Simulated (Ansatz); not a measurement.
## MnO: 6 runs along one coordinate

System: MnO (Fm-3m, 2 atoms in the cell).
Method: Kohn-Sham DFT of a periodic cell, B3LYP, Ansatz PAW, spin-polarised (Ansatz 0.2.0).

The 6 runs differ only in the geometry, by an even scaling of the cell at fixed fractional positions. The structure derives from a Materials Project entry.

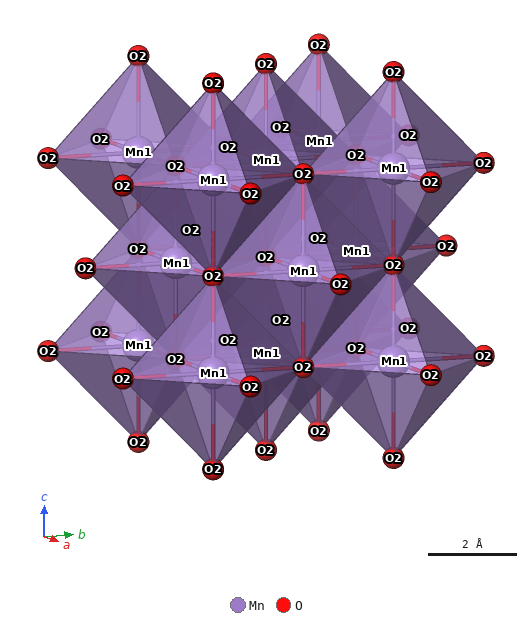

Figure 1. The structure of run 4 (polyhedral view of the cell 4 times as large as that of the calculation, set on its symmetry axes, seen slightly off an axis; polyhedra are completed across the faces of the cell; atoms are numbered from 1 in the order of the input).

## Input of run 4
```yaml
crystal:
  lattice:
    - [0.0, 2.2386359976, 2.2386359976]
    - [2.2386359976, 0.0, 2.2386359976]
    - [2.2386359976, 2.2386359976, 0.0]
  atoms:
    - { symbol: Mn, position: [0.0, 0.0, 0.0], spin: 4.0 }
    - { symbol: O, position: [0.5, 0.5, 0.5] }
hamiltonian:
  xc: b3lyp
  pseudopotentials: { kind: paw }
magnetization:
  spin_polarized: true
kpoints:
  mp_grid: { grid: [5, 5, 5] }
scf:
  occupations: { method: fermi_dirac, width: 0.05 }
output:
  forces: true
  stress: true
  eigenvalues: true
```

Command:
```bash
ansatz run input.yaml --threads 2 --pin off --max-ram 5632MiB --backend cpu --events-out ev --progress --plain --runs-dir out
```

Lattice vectors (Å) and fractional positions of run 4:
```
   0.000000    2.238636    2.238636
   2.238636    0.000000    2.238636
   2.238636    2.238636    0.000000
Mn  0.000000  0.000000  0.000000
O   0.500000  0.500000  0.500000
```

Run 2 differs from it as follows:
```diff
-    - [0.0, 2.2386359976, 2.2386359976]
-    - [2.2386359976, 0.0, 2.2386359976]
-    - [2.2386359976, 2.2386359976, 0.0]
+    - [0.0, 2.1938512115, 2.1938512115]
+    - [2.1938512115, 0.0, 2.1938512115]
+    - [2.1938512115, 2.1938512115, 0.0]
```

## Results, with one run withheld

| run | volume per atom (Å³) | free energy per atom, from the lowest run given (meV) | pressure (GPa) | gap on the mesh (eV) |
| --- | --- | --- | --- | --- |
| 1 | 10.339 | 51.97 | 17.82 | 1.82 |
| 2 | 10.559 | ? | ? | ? |
| 3 | 10.999 | 5.47 | 5.36 | 2.05 |
| 4 | 11.219 | 0.68 | 2.01 | 2.00 |
| 5 | 11.439 | 0.00 | −1.01 | 1.96 |
| 6 | 11.659 | 3.22 | −3.74 | 1.92 |

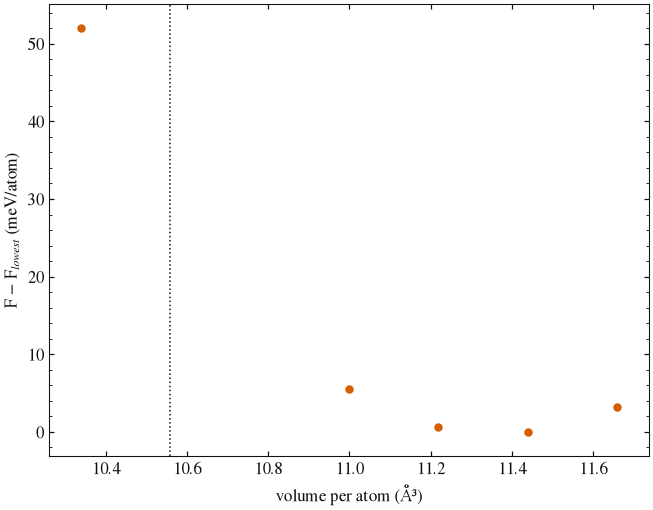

Figure 2. Free energy per atom of the runs given; the dotted line marks run 2.

What should run 2 give?

A cubic polynomial in V^(−2/3) (the Birch–Murnaghan form), fitted to the 5 runs given, misses them by at most 0.05 meV per atom. With x = V^(−2/3) − 0.20078 Å⁻², it reads F = 2.3562 + 1776.7 x + 3.1184e+05 x² + 1.2641e+06 x³ (meV per atom). At run 2 it gives 30.45 meV per atom, and the run itself gives 30.89. The slope of the fit gives a pressure −dF/dV of 13.29 GPa there, and the run prints 13.21 GPa. The two needn't agree exactly: the fit is approximate, and the printed stress is taken on a finite basis. The fit has its minimum at 11.360 Å³ per atom, where V d²F/dV² gives 148 GPa: the bulk modulus at this level, since symmetry fixes the shape and the positions. The gap on the mesh lies between 1.82 eV (run 1) and 2.05 eV (run 3); run 2 has 1.97 eV. These are gaps of this functional on this mesh, which can miss the band edges; they aren't the measured gap.

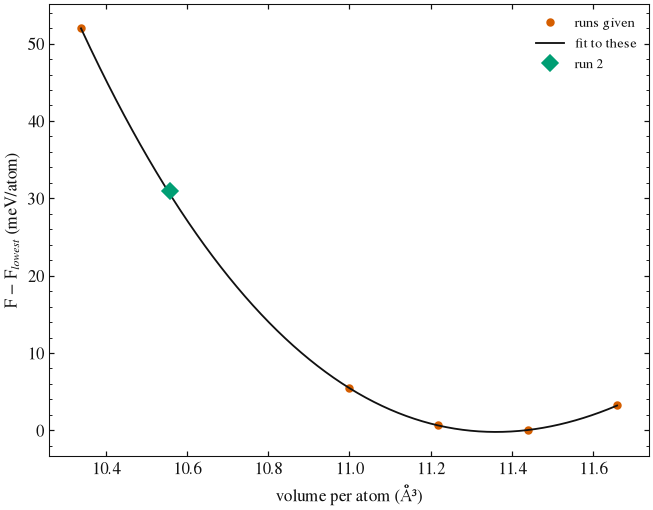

Figure 3. The fit and the withheld run.

## Output, shortened to warnings, some set-up lines, iterations and results (run 2)
```
Warning: output.stress: scf.convergence.dr2_threshold = 1e-7 eV (the SCF's general default) is looser than the 2e-10 eV advised for a printed stress (1e-10 eV for each atom of the cell: 2). What an SCF threshold leaves in a stress goes as its square root, and in the free energy as the threshold itself, and one threshold admits the most on a small cell: of the crystals measured, under no hybrid …
Warning: output.stress: scf.exx.energy_threshold = 1e-6 eV is looser than the 2e-8 eV advised for a stress under a hybrid functional (1e-8 eV for each atom of the cell: 2). Every SCF of the exchange loop can meet its threshold on dr2 while the loop round them stops early: no threshold on dr2 bounds what that leaves in the stress. Set scf.exx.energy_threshold to 2e-8 eV or tighter. The threshold …
Basis set: ecut = 420 eV, 411 PW (Γ), exchange–correlation on 48×48×48 points (8 copies of the dense FFT grid, shifted against one another)
Symmetry: 48 space group operations
k-points: 10 of 125
Initial density: superposition of atomic densities (chi_scale 0.1, normalization cell, long waves kept (reshape's long-wave potential 0.00 eV rms))
[...]
SCF iter   1: F=—  HF=-4476.257803 eV  |F-HF|=—  |Δ(HF+E_count)|=         —  Δρ=1.77e-1 (↑1.28e-1 ↓1.77e-1)  dr2=1.84e1  dr2_m=1.53e-1  M=3.609 μB ∫|m|=3.609 μB  β_m=0.30  …
SCF iter   2: F=—  HF=-4474.031059 eV  |F-HF|=—  |Δ(HF+E_count)|=    2.23e0  Δρ=5.17e-2 (↑5.17e-2 ↓2.24e-2)  dr2=5.13e-1  dr2_m=1.72e-1  M=4.217 μB ∫|m|=4.217 μB  β_m=1.00  …
SCF iter   3: F=—  HF=-4473.964885 eV  |F-HF|=—  |Δ(HF+E_count)|=   6.62e-2  Δρ=1.78e-2 (↑1.78e-2 ↓1.01e-2)  dr2=1.27e-1  dr2_m=5.18e-3  M=4.246 μB ∫|m|=4.246 μB  β_m=1.00  …
SCF iter   4: F=—  HF=-4474.014665 eV  |F-HF|=—  |Δ(HF+E_count)|=   4.98e-2  Δρ=7.91e-3 (↑7.91e-3 ↓5.71e-3)  dr2=1.87e-2  dr2_m=5.67e-4  M=4.251 μB ∫|m|=4.251 μB  β_m=0.30  …
SCF iter   5: F=—  HF=-4474.054662 eV  |F-HF|=—  |Δ(HF+E_count)|=   4.00e-2  Δρ=5.22e-3 (↑5.22e-3 ↓4.83e-3)  dr2=6.33e-3  dr2_m=9.65e-4  M=4.279 μB ∫|m|=4.279 μB  β_m=0.60  …
[... 30 lines ...]
SCF iter   9: F=-4475.102530 eV  HF=-4475.102530 eV  |F-HF|=2.43e-9  |Δ(HF+E_count)|=   1.31e-8  Δρ=2.48e-6 (↑1.28e-6 ↓2.48e-6)  dr2=3.90e-9  dr2_m=1.61e-10  M=5.000 μB …
SCF 4 converged in 9 iterations: F = -4475.102530 eV  dr2 = 3.90e-9
SCF iter   1: F=—  HF=-4475.102530 eV  |F-HF|=—  |Δ(HF+E_count)|=         —  Δρ=5.77e-6 (↑1.47e-6 ↓5.77e-6)  dr2=6.48e-9  dr2_m=2.03e-9  M=5.000 μB ∫|m|=5.000 μB  β_m=0.30  …
SCF iter   2: F=-4475.102530 eV  HF=-4475.102530 eV  |F-HF|=1.26e-10  |Δ(HF+E_count)|=  6.88e-10  Δρ=1.18e-6 (↑1.18e-6 ↓8.63e-7)  dr2=2.05e-10  dr2_m=1.48e-10  M=5.000 μB …
SCF 5 converged in 2 iterations: F = -4475.102530 eV  dr2 = 2.05e-10
  Residual-converged pass: ⟨swp⟩=2.5  Hψ=551  notcnv=0  max |occ|·‖R‖ = 2.4e-6 eV (tolerance 2.4e-6 eV)  dr2=2.06e-10  dr2_m=1.48e-10  dr2_onsite=9.77e-11  max |Δocc| = 4.3e-19
hybrid outer 4: dexx = +7.157e-10 eV, tail = 9.11e-10 eV, Δε = 1.48e-4 eV (about 3.96e-5 eV left of the loop's levels), ΔF = 8.87e-30 eV/Å (tail inf)
this state was not tested for a lower state beside it, because the functional holds exact exchange (a hybrid, or Hartree-Fock), whose exchange loop this test does not read (fock_operator); the stability check (scf.self_checks: high) cannot read this state: a pseudopotential is PAW: the check reads …
hybrid SCF converged: 4 outer / 22 inner (+13 warm-up), last move |dexx| = 7.16e-10 eV, tail = 9.11e-10 eV
Magnetization: 5.0000 μB (13.0000 up, 8.0000 down)
Absolute magnetization: 5.0000 μB (∫|ρ↑−ρ↓|, with the PAW one-centre terms)
Spin contamination: 0.0030 ħ² per cell (⟨S²⟩ above its minimum at these occupations)
Per-site moments (μB) at R_I (Å): [(4.253493491905587, 0.90496362474375), (0.2801477403743198, 0.90496362474375)]
Free energy (F): -4475.102530 eV
Frozen-core exchange: fock
Harris-Foulkes:  -4475.102530 eV  (|F-HF|=1.26e-10)
Internal energy: -4475.102530 eV  (E = F + TS)
E sigma→0 (E₀):  -4475.102530 eV
Fermi energy:    13.814498 eV
--- Per-component energies (eV) ---
  E_band       = -280.081540
  E_kinetic    = 477.523327
  E_local      = -2195.562143  (includes V_loc(G=0)·N_el)
  E_nonlocal   = 305.408717
  E_hartree    = 886.067338
  E_xc         = -151.220526
  E_vxc        = -192.073115  (∫ρ·V_xc dr)
  E_exx        = -76.628538  (= α·E_x^exact, valence–valence)
  E_paw        = -1435.102648  (= ΣΔE_a)
  E_vpaw       = -294.257941  (= ΣTr[D̂ρ^β])
  E_aug_tail   = 0.002475  (compensation charges beyond the density's cutoff)
  E_ewald      = -2285.460310
  E_core_change = -0.130223  (= ΣΔE_core)
  E_smearing   = -0.000000  (= −TS)
  E_closure    = 0.000000  (closes the sum)
  Σ components = -4475.102530   (vs F -4475.102530, Δ=0.00e0)
--- Forces (eV/Å), atoms counted from 1 ---
  atom   1  Mn     0.00000000     0.00000000    -0.00000000
  atom   2  O      0.00000000     0.00000000     0.00000000
  max |Σ_I F_I| component: 2.84e-29 eV/Å
--- Stress (GPa, compression-positive) ---
       13.212024       0.000000       0.000000
        0.000000      13.212024      -0.000000
        0.000000       0.000000      13.212024
  P = ⅓ Tr σ = 13.2120 GPa (132.120 kbar)
```

The program warns: the state was not tested for a lower one; the exchange loop's threshold is looser than advised for the stress; the SCF threshold is looser than advised for the printed stress. Points of doubt noted for this run: forces on files of another functional; state may lie high.
